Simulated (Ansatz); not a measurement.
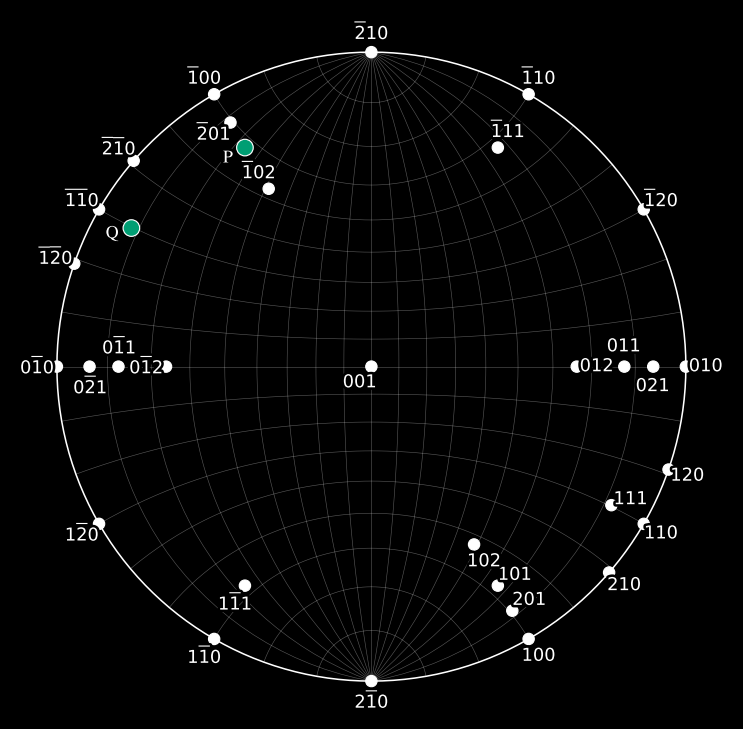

Stereographic projection of plane normals (upper hemisphere) centred on (0 0 1). Crystal: BN, the input geometry of an electronic-structure calculation (not necessarily at equilibrium). The drawing is computed from the coordinates (standard cell, symmetry found to 0.002 Å).

a = 2.506 Å, b = 2.506 Å, c = 9.885 Å, α = 90.00°, β = 90.00°, γ = 120.00°.

Question: Index the poles marked P, Q.

Answer: P is (−1 0 1), in four indices (−1 0 1 1), 77.6° from the centre; Q is (−1 −1 1), in four indices (−1 −1 2 1), 82.8° from the centre.

Question: What is the angle between the normals of (−1 1 1) and (−1 −1 0), and what are their d_hkl = 1/|g|?

Answer: 90.0°; d = 2.120 Å and 1.253 Å.
